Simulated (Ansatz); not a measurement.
# Si$_{16}$H (charge +1): nudged elastic band (part 2 of 2)

Continued. System: Si$_{16}$H (defect cell, 17 atoms in the cell, total charge +1). Method: DFT PBE, scalar-relativistic, plane waves, PAW, no spin polarisation (Ansatz 0.2.0); cutoff 420 eV, 2×2×2 k-mesh, Gaussian smearing of 0.05 eV. One setting was made poor on purpose. It belongs to a series of runs on one base structure; here: band between the two ends.

Geometry of the input (Å; fractional positions):
```
0.0000  5.4300  5.4300
5.4300  0.0000  5.4300
5.4300  5.4300  0.0000
Si 0.0064  -0.0048  -0.0093
Si 0.1226  0.1253  0.1169
Si 0.0224  -0.0217  0.4904
Si 0.1319  0.1140  0.6183
Si 0.0012  0.4988  -0.0053
Si 0.1309  0.6228  0.1135
Si 0.0116  0.4868  0.4856
Si 0.1310  0.6040  0.6218
Si 0.4951  0.0241  -0.0146
Si 0.6341  0.1281  0.1149
Si 0.5051  -0.0134  0.4883
Si 0.6516  0.0745  0.6231
Si 0.5034  0.5014  -0.0071
Si 0.6278  0.6494  0.0938
Si 0.4951  0.5435  0.4669
Si 0.6387  0.6124  0.6198
H  0.6361  0.3091  0.4491
```

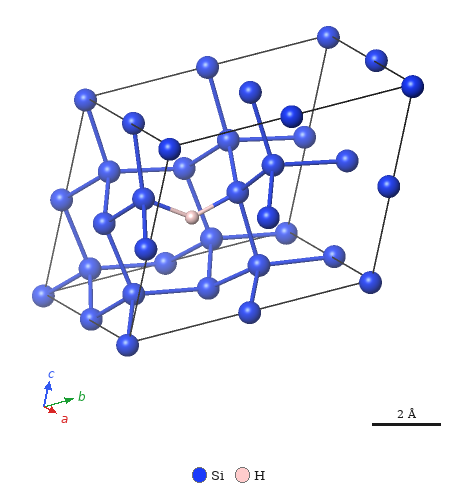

The starting structure (ball-and-stick view of the cell of the calculation, seen slightly off an axis).

```
Free energy (F): -10192.241262 eV
Harris-Foulkes:  -10192.241262 eV  (|F-HF|=4.28e-9)
Internal energy: -10192.231944 eV  (E = F + TS)
E sigma→0 (E₀):  -10192.236603 eV
Entropy (-TS):   -0.009317 eV (-0.548 meV/atom)
Fermi energy:    6.289742 eV
--- Per-component energies (eV) ---
  E_band       = 74.614486
  E_kinetic    = 652.975919
  E_local      = -445.004245  (includes V_loc(G=0)·N_el)
  E_nonlocal   = 413.121434
  E_hartree    = 121.285624
  E_xc         = -883.406684
  E_vxc        = -748.575383  (∫ρ·V_xc dr)
  E_paw        = -8205.188266  (= ΣΔE_a)
  E_vpaw       = -40.473277  (= ΣTr[D̂ρ^β])
  E_aug_tail   = -0.000968  (compensation charges beyond the density's cutoff)
  E_ewald      = -1846.014759
  E_smearing   = -0.009317  (= −TS)
  E_closure    = -0.000000  (closes the sum)
  E_deformation_potential = 12.670618  (in the stress; not in F)
  Σ components = -10192.241262   (vs F -10192.241262, Δ=0.00e0)
--- Forces (eV/Å), atoms counted from 1 ---
[...]
  atom   1  Si     0.01089668     0.00347284     0.02647630
  atom   2  Si    -0.00870442    -0.00331980    -0.02553331
  atom   3  Si     0.01008445    -0.00527612     0.03664707
  atom   4  Si    -0.02130233     0.00052607    -0.03506921
  atom   5  Si     0.01617521     0.00698265     0.02069948
  atom   6  Si    -0.01472072    -0.00461235    -0.02590878
  atom   7  Si     0.00308995    -0.01380831     0.01982819
  atom   8  Si     0.00556041     0.00152575    -0.02298954
  atom   9  Si     0.01269760     0.00727341     0.01768479
  atom  10  Si    -0.00494786    -0.00111141    -0.02360414
  atom  11  Si    -0.00274436     0.00061946     0.02094093
  atom  12  Si    -0.02069071     0.00894096    -0.03357555
  atom  13  Si     0.00854621    -0.00431759     0.02675355
  atom  14  Si    -0.01749062    -0.00282928    -0.02352697
  atom  15  Si     0.00944881    -0.00828227     0.03725235
  atom  16  Si     0.00798059     0.01192299    -0.01750030
  atom  17  H      0.00612462     0.00228456     0.00143094
  max |Σ_I F_I| component: 8.44e-6 eV/Å
--- Band table (eV; the first three rows and the last of 8) ---
  k-point 0: bands = ["-5.8288", "-3.8605", "-3.3377", "-3.3223", "-3.3065", "-2.1289", "-1.5476", "-1.5436", "-1.5032", "-1.4902", "-1.4820", "-0.9610", "-0.6969", "-0.6255", "-0.6212", "2.4957", "3.4264", "3.4385", "3.4665", "3.4824", "3.4923", "4.5329", "5.0459", "5.0748", "5.0838", "5.0976", "5.1324", "5.1371", "5.1426", "5.8536", "6.2845", "6.3002", "6.4217", "6.9169", "6.9906", "7.0127", "7.0671", "7.1189", "7.7266", "7.7933", "7.8444", "7.8836", "8.5459", "8.8008", "8.8848", "9.1988", "9.5685", "9.5827", "9.6124"]
  k-point 1: bands = ["-5.2611", "-4.8168", "-3.4339", "-2.9971", "-2.9689", "-2.9086", "-2.8976", "-2.8902", "-1.0176", "-0.1383", "-0.1057", "-0.0671", "-0.0405", "-0.0187", "2.0843", "2.3690", "2.5440", "2.7364", "2.7733", "2.7913", "2.8153", "2.8246", "3.5403", "4.0164", "4.0753", "4.1073", "4.1410", "4.1708", "5.3564", "5.5007", "5.5628", "5.5758", "6.2303", "7.7099", "7.7775", "7.8403", "7.8935", "7.9506", "8.3148", "8.3735", "9.2941", "9.6353", "9.8652", "9.8729", "10.4902", "10.6500", "10.7594", "10.7641", "10.7855"]
  k-point 2: bands = ["-5.2091", "-4.8391", "-3.6128", "-2.9928", "-2.9358", "-2.9111", "-2.9026", "-2.8933", "-0.4527", "-0.1585", "-0.1006", "-0.0862", "-0.0481", "-0.0075", "1.2626", "2.3631", "2.4840", "2.6901", "2.7827", "2.8111", "2.8243", "2.8327", "3.7638", "4.0558", "4.0811", "4.1069", "4.1300", "4.1605", "5.3174", "5.4918", "5.5513", "5.5728", "7.1729", "7.7454", "7.7878", "7.8395", "7.8853", "7.9267", "8.2609", "8.3670", "9.1909", "9.7475", "9.8051", "9.8531", "9.9495", "10.6225", "10.7394", "10.7663", "10.7854"]
  k-point 7: bands = ["-5.2402", "-4.8257", "-3.4978", "-3.0030", "-2.9660", "-2.9162", "-2.9035", "-2.8845", "-0.8200", "-0.1270", "-0.0960", "-0.0627", "-0.0366", "-0.0239", "1.7583", "2.3511", "2.4871", "2.7386", "2.7553", "2.7823", "2.8332", "2.8365", "3.6496", "4.0222", "4.1171", "4.1185", "4.1321", "4.1439", "5.3597", "5.5040", "5.5537", "5.5575", "6.5917", "7.6471", "7.8484", "7.8645", "7.8805", "7.9004", "8.2560", "8.3605", "9.3587", "9.6931", "9.8597", "9.8773", "10.2634", "10.6649", "10.7352", "10.7422", "10.8178"]
this run last wrote the band of iteration 9 to [file]
--- NEB band (5 images, 9 band iterations, 181 SCF iterations) ---
  forward barrier  = 0.401856 eV
  backward barrier = 0.402073 eV
  lagrangian_above_aufbau_ev (what the smearing adds, to first order; not taken off the barriers): saddle image -0.005894 eV, end points -0.000037 and -0.000030 eV
  climbing image's point = of an order that was not read
  energies are F+E_penalty+E_count in eV, relative to image 0
  image     s (Å)  Δ vs image 0  max|band force component| (eV/Å)
      0    0.0000      0.000000                                 —
      1    0.9671     -0.000037                          9.838e-3
  *   2    1.9342      0.401856                          3.791e-2
      3    2.9578      0.238596                          5.818e-3
      4    3.9812     -0.000217                                 —
  climbing-image geometry (image 2):
  cell:  # Å, volume = 320.2060 Å³
    - [0.0, 5.43, 5.43]
    - [5.43, 0.0, 5.43]
    - [5.43, 5.43, 0.0]
  atoms:
    - { symbol: Si, position: [0.010267811695211921, -0.0036977575365699416, -0.012881101213871052] }
    - { symbol: Si, position: [0.1386928634699613, 0.1249773851964971, 0.1038910612137211] }
    - { symbol: Si, position: [0.017894950038307957, 0.00352557546393081, 0.47841698971896784] }
    - { symbol: Si, position: [0.13690749402304084, 0.12362535582173231, 0.6133569841539459] }
    - { symbol: Si, position: [0.014082892678984105, 0.49849144393877265, -0.017418561328987725] }
    - { symbol: Si, position: [0.13325583250211975, 0.6230931772841528, 0.11234235394207731] }
    - { symbol: Si, position: [0.00799076409341995, 0.4962987773501142, 0.48644277007101105] }
    - { symbol: Si, position: [0.12820676670214348, 0.6293784104577659, 0.6079614178756999] }
    - { symbol: Si, position: [0.5123413457067236, 0.0002816440208479598, -0.01747314873919581] }
    - { symbol: Si, position: [0.6368959766723019, 0.11928194651887297, 0.11240286296575869] }
    - { symbol: Si, position: [0.5098944611092494, -0.00564214039905353, 0.48655276250498414] }
    - { symbol: Si, position: [0.6434632360319492, 0.11444218438317894, 0.607934166536394] }
    - { symbol: Si, position: [0.5070240596159097, 0.4928496704586191, -0.008838532677311772] }
    - { symbol: Si, position: [0.6384226051554234, 0.6248398318220272, 0.10058235995469522] }
    - { symbol: Si, position: [0.5162492545886022, 0.5020467749595394, 0.4760189500805194] }
    - { symbol: Si, position: [0.6328195137839705, 0.6192947885057769, 0.6179956613188328] }
    - { symbol: H, position: [0.3693540521326818, 0.3544112017537959, 0.5760874486227596] }
```

### The last band as extended XYZ (Å, eV, eV/Å)
```
17
Lattice="0.0000 5.4300 5.4300 5.4300 0.0000 5.4300 5.4300 5.4300 0.0000" Properties=species:S:1:pos:R:3:forces:R:3 image=0 energy=-10192.64312
Si   -0.0762   -0.0155    0.0090    0.0036  -0.0049   0.0011
Si    1.3152    1.3002    1.3460    0.0002   0.0018  -0.0012
Si    2.5448    2.7845    0.0041   -0.0009  -0.0018  -0.0063
Si    3.9764    4.0737    1.3353   -0.0025   0.0026   0.0000
Si    2.6800   -0.0219    2.7154   -0.0004  -0.0072   0.0022
Si    3.9982    1.3272    4.0929   -0.0018   0.0031  -0.0021
Si    5.2803    2.6998    2.7065    0.0027  -0.0006   0.0021
Si    6.6558    4.0877    3.9909   -0.0018   0.0031   0.0069
Si    0.0517    2.6088    2.8193   -0.0003   0.0054   0.0016
Si    1.3195    4.0674    4.1386    0.0022   0.0004  -0.0012
Si    2.5786    5.3941    2.6695   -0.0015   0.0032   0.0071
Si    3.7878    6.9215    3.9423    0.0076  -0.0070   0.0025
Si    2.6842    2.6950    5.4560   -0.0017   0.0012   0.0012
Si    4.0357    3.9185    6.9351   -0.0050   0.0060  -0.0071
Si    5.4861    5.2235    5.6393   -0.0072   0.0049  -0.0097
Si    6.6912    6.8339    6.7936    0.0009  -0.0057  -0.0014
H     4.1171    5.8928    5.1322    0.0060  -0.0047   0.0046
17
Lattice="0.0000 5.4300 5.4300 5.4300 0.0000 5.4300 5.4300 5.4300 0.0000" Properties=species:S:1:pos:R:3:forces:R:3 image=1 energy=-10192.64315
Si   -0.0888   -0.0196    0.0387   -0.0016   0.0007  -0.0001
Si    1.2830    1.2638    1.4246    0.0017   0.0010   0.0008
Si    2.6710    2.6389    0.1394   -0.0009   0.0000   0.0063
Si    3.9926    4.0912    1.4159   -0.0010  -0.0009  -0.0002
Si    2.6574   -0.0408    2.7953   -0.0009  -0.0008   0.0002
Si    3.9985    1.3361    4.1219    0.0005  -0.0008  -0.0008
Si    5.3155    2.7273    2.7858   -0.0036  -0.0027  -0.0033
Si    6.7974    3.9588    4.1276    0.0096  -0.0008   0.0008
Si   -0.0141    2.6753    2.7664    0.0064   0.0020  -0.0018
Si    1.2783    4.0953    4.1061   -0.0008   0.0000  -0.0009
Si    2.5057    5.4457    2.6301   -0.0046  -0.0028  -0.0056
Si    3.8081    6.8997    3.9227    0.0025  -0.0016   0.0044
Si    2.6518    2.7315    5.4227    0.0001  -0.0003   0.0007
Si    3.9781    3.9930    6.8893   -0.0021   0.0027  -0.0011
Si    5.5069    5.2030    5.6198   -0.0029   0.0050   0.0041
Si    6.6274    6.8930    6.7455   -0.0001   0.0016  -0.0004
H     4.4843    5.5347    4.4264   -0.0024  -0.0023  -0.0032
17
Lattice="0.0000 5.4300 5.4300 5.4300 0.0000 5.4300 5.4300 5.4300 0.0000" Properties=species:S:1:pos:R:3:forces:R:3 image=2 energy=-10192.24126
Si   -0.0900   -0.0142    0.0357    0.0109   0.0035   0.0265
Si    1.2428    1.3172    1.4317   -0.0087  -0.0033  -0.0255
Si    2.6169    2.6950    0.1163    0.0101  -0.0053   0.0366
Si    4.0018    4.0739    1.4147   -0.0213   0.0005  -0.0351
Si    2.6122   -0.0181    2.7833    0.0162   0.0070   0.0207
Si    3.9934    1.3336    4.1070   -0.0147  -0.0046  -0.0259
Si    5.3363    2.6848    2.7383    0.0031  -0.0138   0.0198
Si    6.7188    3.9974    4.1137    0.0056   0.0015  -0.0230
Si   -0.0934    2.6871    2.7835    0.0127   0.0073   0.0177
Si    1.2580    4.0687    4.1060   -0.0049  -0.0011  -0.0236
Si    2.6113    5.4107    2.7381   -0.0027   0.0006   0.0209
Si    3.9225    6.7951    4.1154   -0.0207   0.0089  -0.0336
Si    2.6282    2.7051    5.4293    0.0085  -0.0043   0.0268
Si    3.9390    4.0128    6.8595   -0.0175  -0.0028  -0.0235
Si    5.3109    5.3880    5.5293    0.0094  -0.0083   0.0373
Si    6.7185    6.7919    6.7990    0.0080   0.0119  -0.0175
H     5.0526    5.1337    3.9300    0.0061   0.0023   0.0014
17
Lattice="0.0000 5.4300 5.4300 5.4300 0.0000 5.4300 5.4300 5.4300 0.0000" Properties=species:S:1:pos:R:3:forces:R:3 image=3 energy=-10192.40452
Si   -0.0809   -0.0303    0.0186   -0.0079   0.0065   0.0025
Si    1.2235    1.3153    1.4221   -0.0341   0.0159   0.0081
Si    2.5700    2.6249    0.0369   -0.0605  -0.0368  -0.0505
Si    3.9127    4.0860    1.3186   -0.0943   0.0273  -0.0686
Si    2.6563    0.0066    2.7255    0.0248   0.0399  -0.0322
Si    3.9943    1.3521    4.1341   -0.0206   0.0294   0.0393
Si    5.2332    2.7279    2.7007   -0.1082   0.0556  -0.0198
Si    6.7800    4.2218    4.2391    0.0394   0.2168   0.1263
Si   -0.0949    2.6930    2.7722   -0.0153   0.0265   0.0094
Si    1.2693    4.0593    4.0929   -0.0074   0.0080   0.0056
Si    2.6276    5.4160    2.7571   -0.0029   0.0223   0.0380
Si    3.9862    6.7662    4.1183    0.0403  -0.0097   0.0189
Si    2.6459    2.7398    5.4442    0.0017   0.0526   0.0326
Si    4.0033    4.0455    6.8380    0.0382   0.0465  -0.0003
Si    5.3344    5.5220    5.5923    0.0024   0.1363   0.0741
Si    6.7690    6.8725    6.8827    0.0238   0.0922   0.0933
H     5.2768    4.2803    3.5900    0.1807  -0.7292  -0.2769
17
Lattice="0.0000 5.4300 5.4300 5.4300 0.0000 5.4300 5.4300 5.4300 0.0000" Properties=species:S:1:pos:R:3:forces:R:3 image=4 energy=-10192.64333
Si   -0.1014    0.0266   -0.0392   -0.0092   0.0062  -0.0028
Si    1.2077    1.4027    1.3274    0.0018  -0.0107  -0.0067
Si    2.6512    2.7112    0.0273   -0.0043   0.0153   0.0107
Si    3.9625    4.1496    1.3410    0.0138  -0.0057  -0.0013
Si    2.5519   -0.0249    2.6020    0.0004   0.0104   0.0139
Si    3.8706    1.2801    4.0481    0.0082   0.0003  -0.0045
Si    5.1465    2.5841    2.5829   -0.0068  -0.0067   0.0082
Si    6.8401    4.2811    4.2786    0.0017  -0.0089  -0.0088
Si   -0.0805    2.7606    2.7226    0.0090   0.0037  -0.0023
Si    1.2719    4.1012    4.0743    0.0001   0.0028   0.0107
Si    2.6673    5.4599    2.7869   -0.0056  -0.0046  -0.0089
Si    4.0342    6.8350    4.0950   -0.0058   0.0005   0.0007
Si    2.6572    2.7695    5.4024    0.0012  -0.0097  -0.0072
Si    4.0241    4.0947    6.7680   -0.0111  -0.0028  -0.0029
Si    5.3756    5.5843    5.5540    0.0121  -0.0024   0.0021
Si    6.8223    6.8868    6.8728   -0.0047   0.0122   0.0024
H     5.5322    3.4321    3.8919   -0.0008   0.0000  -0.0034
```

### Summary

- outcome: converged
- barrier, forward: 0.402 eV
- barrier, backward: 0.402 eV
- electrons treated: 64
- hardware: 1 thread of Arm Neoverse N1, 98 GiB of memory available, shared host
- wall time: 5.8 min
- peak memory: 0.7 GiB

A deliberately poor setting: few iterations. The k-point mesh is coarse for a cell of this size, so the results may not be converged. The order of the saddle point was not checked.
